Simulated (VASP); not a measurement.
SiC: band-structure run (part 2 of 2)

The same run, continued: SiC (12 atoms in the cell); Kohn-Sham DFT of a periodic cell, r2SCAN, VASP PAW PBE potentials, recommended, no spin polarisation (VASP 6.6.1); cutoff 520 eV, 12×12×2 k-mesh, Gaussian smearing of 0.03 eV. The structure derives from an entry of the Crystallography Open Database.

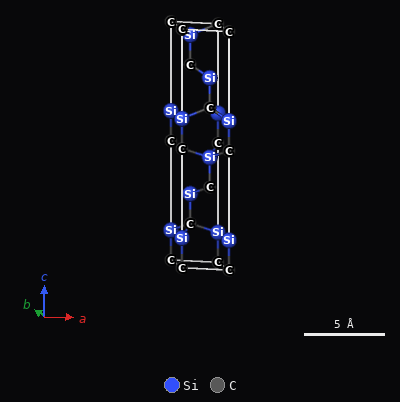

**Figure 1.** The input geometry (ball-and-stick view of the cell of the calculation, seen slightly off an axis).

### Parts of OUTCAR, continued
```
 k-point     3 :       0.1667   -0.0000    0.0000
  band No.  band energies     occupation
      1      -7.7071      2.00000
      2      -7.1756      2.00000
      3      -7.1370      2.00000
      4      -5.6313      2.00000
      5      -5.5995      2.00000
      6      -4.1726      2.00000
      7      -0.3927      2.00000
      8       1.8125      2.00000
      9       1.8543      2.00000
     10       4.5882      2.00000
     11       4.7338      2.00000
     12       4.8322      2.00000
     13       5.3704      2.00000
     14       5.4256      2.00000
     15       6.0520      2.00000
     16       6.1822      2.00000
     17       6.3465      2.00000
     18       6.3792      2.00000
     19       6.4351      2.00000
     20       6.6521      2.00000
     21       7.2331      2.00000
     22       7.2739      2.00000
     23       7.6795      2.00000
     24       7.7828      2.00000
     25      13.2614      0.00000
     26      13.6654      0.00000
     27      13.7555      0.00000
     28      14.4753      0.00000
     29      14.9622      0.00000
     30      15.4262      0.00000
     31      15.7889      0.00000
     32      15.9193      0.00000
     33      16.1531      0.00000
     34      16.2275      0.00000
     35      16.2842      0.00000
     36      16.6707      0.00000

 k-point     4 :       0.2500    0.0000    0.0000
  band No.  band energies     occupation
      1      -7.1008      2.00000
      2      -6.5830      2.00000
      3      -6.5414      2.00000
      4      -5.0859      2.00000
      5      -5.0532      2.00000
      6      -3.7174      2.00000
      7       0.1068      2.00000
      8       1.8049      2.00000
      9       1.8677      2.00000
     10       3.0835      2.00000
     11       3.2206      2.00000
     12       3.3834      2.00000
     13       4.2434      2.00000
     14       4.3558      2.00000
     15       4.8439      2.00000
     16       5.4959      2.00000
     17       5.8688      2.00000
     18       5.9093      2.00000
     19       6.0339      2.00000
     20       6.3222      2.00000
     21       6.8342      2.00000
     22       6.8636      2.00000
     23       7.3018      2.00000
     24       7.4733      2.00000
     25      12.1670      0.00000
     26      12.4087      0.00000
     27      12.9070      0.00000
     28      13.5618      0.00000
     29      14.3491      0.00000
     30      14.7621      0.00000
     31      15.2206      0.00000
     32      15.6645      0.00000
     33      16.2055      0.00000
     34      16.3273      0.00000
     35      16.5647      0.00000
     36      16.8275      0.00000

 k-point     5 :       0.3333    0.0000    0.0000
  band No.  band energies     occupation
      1      -6.2884      2.00000
      2      -5.7995      2.00000
      3      -5.7509      2.00000
      4      -4.4058      2.00000
      5      -4.3724      2.00000
      6      -3.2373      2.00000
      7       0.4504      2.00000
      8       0.7786      2.00000
      9       1.0597      2.00000
     10       1.8236      2.00000
     11       2.0774      2.00000
     12       2.2649      2.00000
     13       3.3350      2.00000
     14       3.8136      2.00000
     15       4.0286      2.00000
     16       5.0412      2.00000
     17       5.4388      2.00000
     18       5.4726      2.00000
     19       5.6315      2.00000
     20       6.2219      2.00000
     21       6.4687      2.00000
     22       6.4957      2.00000
     23       6.9077      2.00000
     24       7.1666      2.00000
     25      11.2789      0.00000
     26      11.3726      0.00000
     27      12.2532      0.00000
     28      12.8429      0.00000
     29      13.8162      0.00000
     30      13.9469      0.00000
     31      14.5977      0.00000
     32      14.7821      0.00000
     33      15.6935      0.00000
     34      16.0844      0.00000
     35      16.3812      0.00000
     36      16.5902      0.00000

 [... the levels of 18 k-points are left out ...]

 k-point    24 :       0.3333    0.0000    0.5000
  band No.  band energies     occupation
      1      -6.1587      2.00000
      2      -6.1587      2.00000
      3      -5.1641      2.00000
      4      -5.1641      2.00000
      5      -3.6134      2.00000
      6      -3.6134      2.00000
      7       0.6306      2.00000
      8       0.6306      2.00000
      9       1.2834      2.00000
     10       1.2834      2.00000
     11       2.5724      2.00000
     12       2.5724      2.00000
     13       3.0272      2.00000
     14       3.0272      2.00000
     15       5.1170      2.00000
     16       5.1170      2.00000
     17       5.1473      2.00000
     18       5.1473      2.00000
     19       5.9280      2.00000
     20       5.9280      2.00000
     21       6.5547      2.00000
     22       6.5547      2.00000
     23       6.9660      2.00000
     24       6.9660      2.00000
     25      11.3463      0.00000
     26      11.3463      0.00000
     27      12.5658      0.00000
     28      12.5658      0.00000
     29      13.8804      0.00000
     30      13.8804      0.00000
     31      14.6862      0.00000
     32      14.6862      0.00000
     33      15.7943      0.00000
     34      15.7943      0.00000
     35      16.5042      0.00000
     36      16.5042      0.00000

 [... further k-points ...]

------------------------ aborting loop because EDIFF is reached ----------------------------------------

  FORCE on cell =-STRESS in cart. coord.  units (eV):
  Direction    XX          YY          ZZ          XY          YZ          ZX
  --------------------------------------------------------------------------------------
  -------------------------------------------------------------------------------------
  Total       -0.3862137     -0.3862137     -0.3325276      0.0000000      0.0000000      0.0000000
  in kB       -4.9847135     -4.9847134     -4.2918070      0.0000000      0.0000000      0.0000000
  external PRESSURE =      -4.7537446 kB  Pullay stress =       0.0000000 kB

 VOLUME and BASIS-vectors are now :
 -----------------------------------------------------------------------------
  energy-cutoff  :      520.00
  volume of cell :      124.14
      direct lattice vectors                 reciprocal lattice vectors
     3.079834854  0.000000000  0.000000000     0.324692734  0.187461438  0.000000000
    -1.539917427  2.667215218  0.000000000     0.000000000  0.374922876  0.000000000
     0.000000000  0.000000000 15.111673139     0.000000000  0.000000000  0.066174009

 POSITION                                       TOTAL-FORCE (eV/Angst)
 -----------------------------------------------------------------------------------
      0.00000      0.00000      1.88951        -0.000000      0.000000      0.001259
      0.00000      0.00000      9.44535         0.000000      0.000000      0.001259
     -0.00000      1.77814      4.40987         0.000000      0.000000     -0.001651
      1.53992      0.88907     11.96571        -0.000000      0.000000     -0.001651
     -0.00000      1.77814     14.48169         0.000000     -0.000000     -0.001865
      1.53992      0.88907      6.92586        -0.000000      0.000000     -0.001865
      0.00000      0.00000     15.10697         0.000000     -0.000000     -0.003048
      0.00000      0.00000      7.55113        -0.000000      0.000000     -0.003048
     -0.00000      1.77814      2.52103        -0.000000      0.000000      0.006576
      1.53992      0.88907     10.07687         0.000000     -0.000000      0.006576
     -0.00000      1.77814     12.59282        -0.000000      0.000000     -0.001271
      1.53992      0.88907      5.03698         0.000000     -0.000000     -0.001271
 -----------------------------------------------------------------------------------
    total drift:                               -0.000000     -0.000000      0.000691

  FREE ENERGIE OF THE ION-ELECTRON SYSTEM (eV)
  ---------------------------------------------------
  free  energy   TOTEN  =      -115.9641826963 eV

  energy  without entropy=     -115.9641826963  energy(sigma->0) =     -115.96418270
```

### CONTCAR
```
SiC
   1.00000000000000
     3.0798348540000000    0.0000000000000000    0.0000000000000000
    -1.5399174270000000    2.6672152183000000    0.0000000000000000
     0.0000000000000000    0.0000000000000000   15.1116731387000005
  Si              C
     6     6
Direct
     0.0000000000000000    0.0000000000000000    0.1250363669783638
     0.0000000000000000    0.0000000000000000    0.6250363669783638
     0.3333333300000021    0.6666666699999979    0.2918190985855702
     0.6666666699999979    0.3333333300000021    0.7918190985855702
     0.3333333300000021    0.6666666699999979    0.9583117383836282
     0.6666666699999979    0.3333333300000021    0.4583117383836282
     0.0000000000000000    0.0000000000000000    0.9996886894007773
     0.0000000000000000    0.0000000000000000    0.4996886894007773
     0.3333333300000021    0.6666666699999979    0.1668269790880998
     0.6666666699999979    0.3333333300000021    0.6668269790880998
     0.3333333300000021    0.6666666699999979    0.8333171275635536
     0.6666666699999979    0.3333333300000021    0.3333171275635536

  0.00000000E+00  0.00000000E+00  0.00000000E+00
  0.00000000E+00  0.00000000E+00  0.00000000E+00
  0.00000000E+00  0.00000000E+00  0.00000000E+00
  0.00000000E+00  0.00000000E+00  0.00000000E+00
  0.00000000E+00  0.00000000E+00  0.00000000E+00
  0.00000000E+00  0.00000000E+00  0.00000000E+00
  0.00000000E+00  0.00000000E+00  0.00000000E+00
  0.00000000E+00  0.00000000E+00  0.00000000E+00
  0.00000000E+00  0.00000000E+00  0.00000000E+00
  0.00000000E+00  0.00000000E+00  0.00000000E+00
  0.00000000E+00  0.00000000E+00  0.00000000E+00
  0.00000000E+00  0.00000000E+00  0.00000000E+00
```

This output came from the following input.

### INCAR
```
SYSTEM = SiC
PREC     = Accurate       ! precision mode
ENCUT    = 520            ! plane-wave cutoff, eV
EDIFF    = 1E-6           ! SCF threshold, eV
ISMEAR   = 0              ! smearing method
SIGMA    = 0.03           ! smearing width, eV
LREAL    = .FALSE.        ! projectors in reciprocal space
LASPH    = .TRUE.         ! aspherical terms in the spheres
NELM     = 80             ! most SCF steps
ALGO     = Normal         ! electronic algorithm
ISIF     = 2              ! what is computed and relaxed
LWAVE    = .FALSE.        ! write WAVECAR
LCHARG   = .FALSE.        ! write CHGCAR
METAGGA  = R2SCAN         ! meta-GGA
LMIXTAU  = .TRUE.       
NBANDS   = 36             ! bands
KPAR     = 4
```

### KPOINTS
```
Automatic mesh
0
G
  12 12 2
  0 0 0
```

### KPOINTS_OPT
```
explicit points
141
Reciprocal
 0.0000000000  0.0000000000  0.0000000000 1
 0.0357142857  0.0000000000  0.0000000000 1
 0.0714285714  0.0000000000  0.0000000000 1
 0.1071428571  0.0000000000  0.0000000000 1
 0.1428571429  0.0000000000  0.0000000000 1
 0.1785714286  0.0000000000  0.0000000000 1
 0.2142857143  0.0000000000  0.0000000000 1
 0.2500000000  0.0000000000  0.0000000000 1
 0.2857142857  0.0000000000  0.0000000000 1
 0.3214285714  0.0000000000  0.0000000000 1
 0.3571428571  0.0000000000  0.0000000000 1
 0.3928571429  0.0000000000  0.0000000000 1
 0.4285714286  0.0000000000  0.0000000000 1
 0.4642857143  0.0000000000  0.0000000000 1
 0.5000000000  0.0000000000  0.0000000000 1
 0.5000000000  0.0000000000  0.0000000000 1
 0.4880952381  0.0238095238  0.0000000000 1
 0.4761904762  0.0476190476  0.0000000000 1
 0.4642857143  0.0714285714  0.0000000000 1
 0.4523809524  0.0952380952  0.0000000000 1
 0.4404761905  0.1190476190  0.0000000000 1
 0.4285714286  0.1428571428  0.0000000000 1
 0.4166666666  0.1666666666  0.0000000000 1
 0.4047619047  0.1904761905  0.0000000000 1
 0.3928571428  0.2142857143  0.0000000000 1
 0.3809523809  0.2380952381  0.0000000000 1
 0.3690476190  0.2619047619  0.0000000000 1
 0.3571428571  0.2857142857  0.0000000000 1
 0.3452380952  0.3095238095  0.0000000000 1
 0.3333333333  0.3333333333  0.0000000000 1
 0.3333333333  0.3333333333  0.0000000000 1
 0.3095238095  0.3095238095  0.0000000000 1
 0.2857142857  0.2857142857  0.0000000000 1
 0.2619047619  0.2619047619  0.0000000000 1
 0.2380952381  0.2380952381  0.0000000000 1
 0.2142857143  0.2142857143  0.0000000000 1
 0.1904761905  0.1904761905  0.0000000000 1
 0.1666666666  0.1666666666  0.0000000000 1
 0.1428571428  0.1428571428  0.0000000000 1
 0.1190476190  0.1190476190  0.0000000000 1
 0.0952380952  0.0952380952  0.0000000000 1
 0.0714285714  0.0714285714  0.0000000000 1
 0.0476190476  0.0476190476  0.0000000000 1
 0.0238095238  0.0238095238  0.0000000000 1
 0.0000000000  0.0000000000  0.0000000000 1
 0.0000000000  0.0000000000  0.0000000000 1
 0.0000000000  0.0000000000  0.0357142857 1
 0.0000000000  0.0000000000  0.0714285714 1
 0.0000000000  0.0000000000  0.1071428571 1
 0.0000000000  0.0000000000  0.1428571429 1
 0.0000000000  0.0000000000  0.1785714286 1
 0.0000000000  0.0000000000  0.2142857143 1
 0.0000000000  0.0000000000  0.2500000000 1
 0.0000000000  0.0000000000  0.2857142857 1
 0.0000000000  0.0000000000  0.3214285714 1
 0.0000000000  0.0000000000  0.3571428571 1
 0.0000000000  0.0000000000  0.3928571429 1
 0.0000000000  0.0000000000  0.4285714286 1
 0.0000000000  0.0000000000  0.4642857143 1
 0.0000000000  0.0000000000  0.5000000000 1
 0.0000000000  0.0000000000  0.5000000000 1
 0.0357142857  0.0000000000  0.5000000000 1
 0.0714285714  0.0000000000  0.5000000000 1
 0.1071428571  0.0000000000  0.5000000000 1
 0.1428571429  0.0000000000  0.5000000000 1
 0.1785714286  0.0000000000  0.5000000000 1
 0.2142857143  0.0000000000  0.5000000000 1
 0.2500000000  0.0000000000  0.5000000000 1
 0.2857142857  0.0000000000  0.5000000000 1
 0.3214285714  0.0000000000  0.5000000000 1
 0.3571428571  0.0000000000  0.5000000000 1
 0.3928571429  0.0000000000  0.5000000000 1
 0.4285714286  0.0000000000  0.5000000000 1
 0.4642857143  0.0000000000  0.5000000000 1
 0.5000000000  0.0000000000  0.5000000000 1
 0.5000000000  0.0000000000  0.5000000000 1
 0.4880952381  0.0238095238  0.5000000000 1
 0.4761904762  0.0476190476  0.5000000000 1
 0.4642857143  0.0714285714  0.5000000000 1
 0.4523809524  0.0952380952  0.5000000000 1
 0.4404761905  0.1190476190  0.5000000000 1
 0.4285714286  0.1428571428  0.5000000000 1
 0.4166666666  0.1666666666  0.5000000000 1
 0.4047619047  0.1904761905  0.5000000000 1
 0.3928571428  0.2142857143  0.5000000000 1
 0.3809523809  0.2380952381  0.5000000000 1
 0.3690476190  0.2619047619  0.5000000000 1
 0.3571428571  0.2857142857  0.5000000000 1
 0.3452380952  0.3095238095  0.5000000000 1
 0.3333333333  0.3333333333  0.5000000000 1
 0.3333333333  0.3333333333  0.5000000000 1
 0.3095238095  0.3095238095  0.5000000000 1
 0.2857142857  0.2857142857  0.5000000000 1
 0.2619047619  0.2619047619  0.5000000000 1
 0.2380952381  0.2380952381  0.5000000000 1
 0.2142857143  0.2142857143  0.5000000000 1
 0.1904761905  0.1904761905  0.5000000000 1
 0.1666666666  0.1666666666  0.5000000000 1
 0.1428571428  0.1428571428  0.5000000000 1
 0.1190476190  0.1190476190  0.5000000000 1
 0.0952380952  0.0952380952  0.5000000000 1
 0.0714285714  0.0714285714  0.5000000000 1
 0.0476190476  0.0476190476  0.5000000000 1
 0.0238095238  0.0238095238  0.5000000000 1
 0.0000000000  0.0000000000  0.5000000000 1
 0.5000000000  0.0000000000  0.5000000000 1
 0.5000000000  0.0000000000  0.4642857143 1
 0.5000000000  0.0000000000  0.4285714286 1
 0.5000000000  0.0000000000  0.3928571429 1
 0.5000000000  0.0000000000  0.3571428571 1
 0.5000000000  0.0000000000  0.3214285714 1
 0.5000000000  0.0000000000  0.2857142857 1
 0.5000000000  0.0000000000  0.2500000000 1
 0.5000000000  0.0000000000  0.2142857143 1
 0.5000000000  0.0000000000  0.1785714286 1
 0.5000000000  0.0000000000  0.1428571429 1
 0.5000000000  0.0000000000  0.1071428571 1
 0.5000000000  0.0000000000  0.0714285714 1
 0.5000000000  0.0000000000  0.0357142857 1
 0.5000000000  0.0000000000  0.0000000000 1
 0.3333333333  0.3333333333  0.0000000000 1
 0.3333333333  0.3333333333  0.0357142857 1
 0.3333333333  0.3333333333  0.0714285714 1
 0.3333333333  0.3333333333  0.1071428571 1
 0.3333333333  0.3333333333  0.1428571429 1
 0.3333333333  0.3333333333  0.1785714286 1
 0.3333333333  0.3333333333  0.2142857143 1
 0.3333333333  0.3333333333  0.2500000000 1
 0.3333333333  0.3333333333  0.2857142857 1
 0.3333333333  0.3333333333  0.3214285714 1
 0.3333333333  0.3333333333  0.3571428571 1
 0.3333333333  0.3333333333  0.3928571429 1
 0.3333333333  0.3333333333  0.4285714286 1
 0.3333333333  0.3333333333  0.4642857143 1
 0.3333333333  0.3333333333  0.5000000000 1
 0.0000000000  0.0000000000  0.0000000000 1
 0.0000000000  0.0000000000  0.5000000000 1
 0.3333333333  0.3333333333  0.5000000000 1
 0.3333333333  0.3333333333  0.0000000000 1
 0.5000000000  0.0000000000  0.5000000000 1
 0.5000000000  0.0000000000  0.0000000000 1
```

### POSCAR
```
SiC                                     
1.0
    3.0798348540      0.0000000000      0.0000000000
   -1.5399174270      2.6672152183      0.0000000000
    0.0000000000      0.0000000000     15.1116731387
  Si              C             
     6     6
Direct
     0.0000000000000000    0.0000000000000000    0.1250363669783638
     0.0000000000000000    0.0000000000000000    0.6250363669783638
     0.3333333300000021    0.6666666699999979    0.2918190985855702
     0.6666666699999979    0.3333333300000021    0.7918190985855702
     0.3333333300000021    0.6666666699999979    0.9583117383836282
     0.6666666699999979    0.3333333300000021    0.4583117383836282
     0.0000000000000000    0.0000000000000000    0.9996886894007773
     0.0000000000000000    0.0000000000000000    0.4996886894007773
     0.3333333300000021    0.6666666699999979    0.1668269790880998
     0.6666666699999979    0.3333333300000021    0.6668269790880998
     0.3333333300000021    0.6666666699999979    0.8333171275635536
     0.6666666699999979    0.3333333300000021    0.3333171275635536
```

Launch command:
```bash
cat potpaw_PBE.64/Si/POTCAR potpaw_PBE.64/C/POTCAR > POTCAR
mpirun -np 4 vasp_std > vasp.out
```

### Key numbers

```csv
quantity,value
outcome,converged
space group (tolerance 0.01 Å),P6₃mc (186)
electrons treated,48
free energy,−115.9642 eV
Fermi energy of the self-consistent step,8.218 eV
gap on the k-point mesh,2.40 eV
gap on the band path,2.40 eV
pressure,−0.48 GPa
largest force (length of the vector),0.007 eV/Å
hardware,"4 threads of Intel Xeon (Granite Rapids), 64 GiB of memory available, shared host"
wall time,3.5 min (CPU time 14 min)
peak memory,0.4 GiB
```
